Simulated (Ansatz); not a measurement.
The coordinates of a crystal:

```cif
data_structure
_symmetry_space_group_name_H-M 'P 1'
_symmetry_Int_Tables_number 1
_cell_length_a 4.9891
_cell_length_b 4.9891
_cell_length_c 2.8733
_cell_angle_alpha 90.000
_cell_angle_beta 90.000
_cell_angle_gamma 120.000
_cell_volume 61.94
loop_
_atom_site_label
_atom_site_type_symbol
_atom_site_fract_x
_atom_site_fract_y
_atom_site_fract_z
_atom_site_occupancy
Ti1 Ti 0.66667 0.33333 0.50000 1
Ti2 Ti 0.33333 0.66667 0.50000 1
Ti3 Ti 0.00000 0.00000 0.00000 1
O1 O 0.60556 0.60556 0.00000 1
O2 O 0.39444 0.00000 0.00000 1
O3 O 0.00000 0.39444 0.00000 1
```

Question: Interpret the file: composition, symmetry and coordination.

Answer: It has the composition TiO. The atoms follow space group P-62m (No. 189); the Bravais lattice is primitive hexagonal. With Z = 3, the cell contains 3 Ti, 3 O. Each O has five Ti at 1.97 to 2.10 Å. Ti takes two kinds of site: 2d with six O and five Ti (2.10 Å to O, 2.87 to 2.88 Å to Ti); 1a with three O and two Ti in a distorted trigonal bipyramidal arrangement (1.97 Å to O, 2.87 Å to Ti). Not all metal-metal contacts are counted. The bonds build a three-dimensional framework.

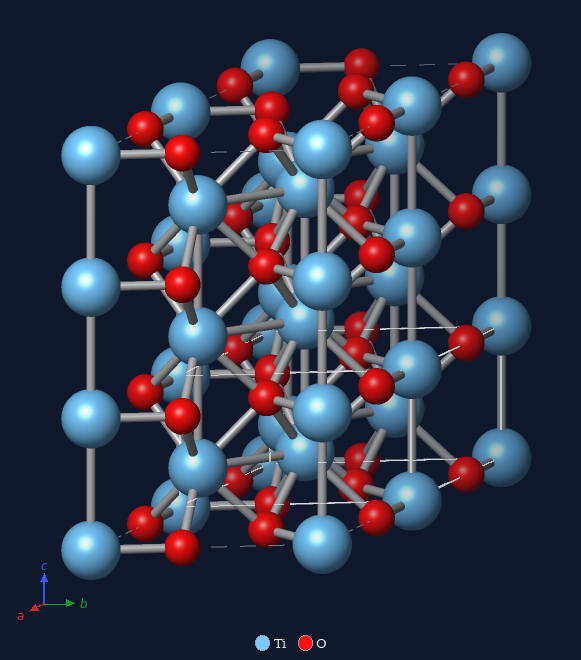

Structure drawing (ball-and-stick), viewed slightly off an axis. Shown are 2×1×3 repeats of the conventional unit cell, one of them outlined in solid lines.

It goes back to a structure listed in the Materials Project. Earlier steps of the study may have refined or changed the cell and positions. It was run through Ansatz as a DFT input.
